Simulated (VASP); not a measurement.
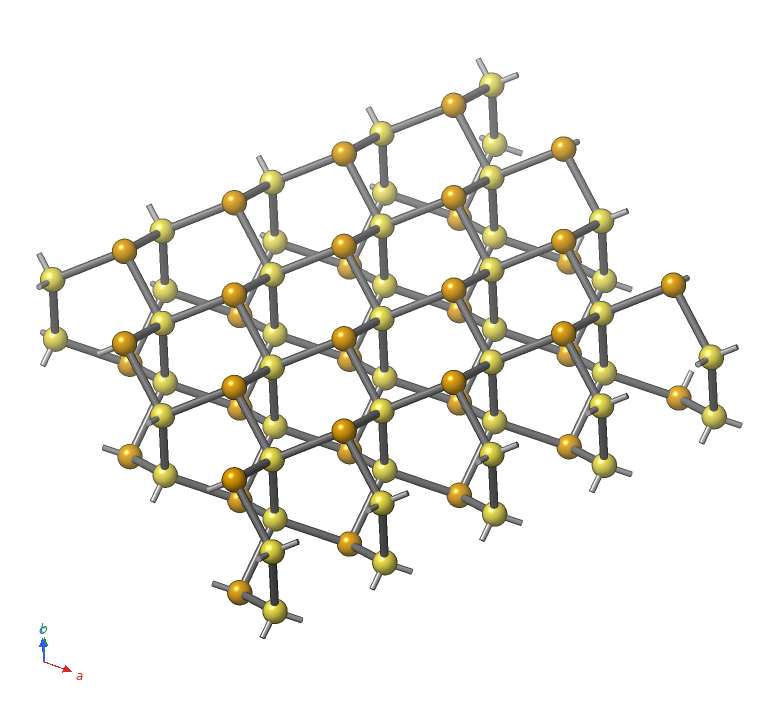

A cut-out of a periodic net derived from a crystal structure. Nodes are coloured by topological kind. One layer is drawn. Edges to nodes outside the piece are drawn as stubs.

Classify the net: periodicity, connectivity, name.

A binodal (3,4)-connected, two-periodic (layers) net.

Give point symbol and coordination sequence of each kind of node.

3-connected node: 6^3, sequence 3, 9, 16, 21, 27, 33; 4-connected node: 6^6, sequence 4, 9, 15, 21, 27, 33.

The net was derived as follows. The compound is GaS (space group P6_3/mmc, No. 194), taken as the end point of a relaxation with VASP Kohn-Sham DFT of a periodic cell, vdW-DF-cx, VASP PAW PBE potentials, minimal in VASP. Bonds are taken as Ga–Ga below 2.8 Å and Ga–S below 2.7 Å. Atoms with one bond or none are removed and atoms with two bonds are replaced by edges, until no such atom is left. S is a 3-connected node; Ga is a 4-connected node, in the ratio 1:1.
